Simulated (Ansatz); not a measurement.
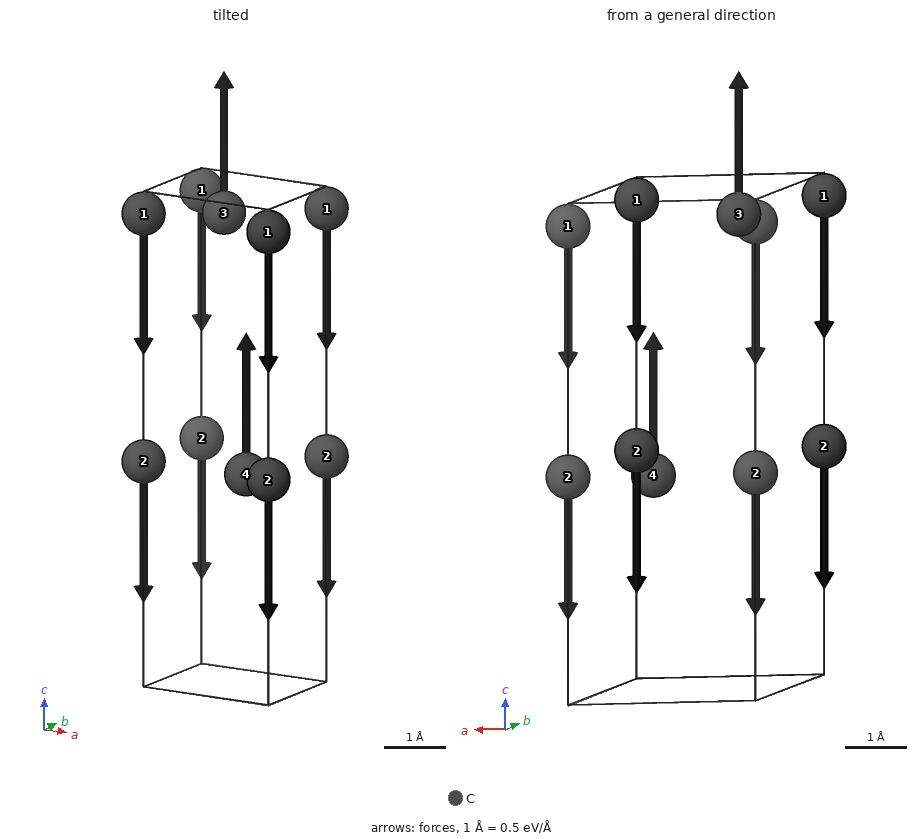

Spheres-only representation of a periodic structure, projected slightly off an axis and from a general direction. The frame is the simulation cell; atoms at its boundary are shown with their periodic copies. The arrows are the computed forces on the atoms.

System: C. Method: Ansatz 0.2.0, DFT PBE, scalar-relativistic, plane waves, PAW; a basis cut at 420 eV, Brillouin-zone sampling on a 15×15×6 mesh, Gaussian smearing of 0.1 eV, no spin polarisation.

Question: Is this an equilibrium geometry?

Answer: No. The atoms still feel forces of up to about 1 eV/Å, far above a usual threshold of 0.01 to 0.03 eV/Å.

Question: Which atom carries the strongest force?

Answer: All C atoms, about 1 eV/Å.

The cell started as a structure listed in the Materials Project, with elements exchanged, so it need not be a known form of the compound. The cell was then strained or its atoms displaced on purpose. It was run through Ansatz as a DFT input.
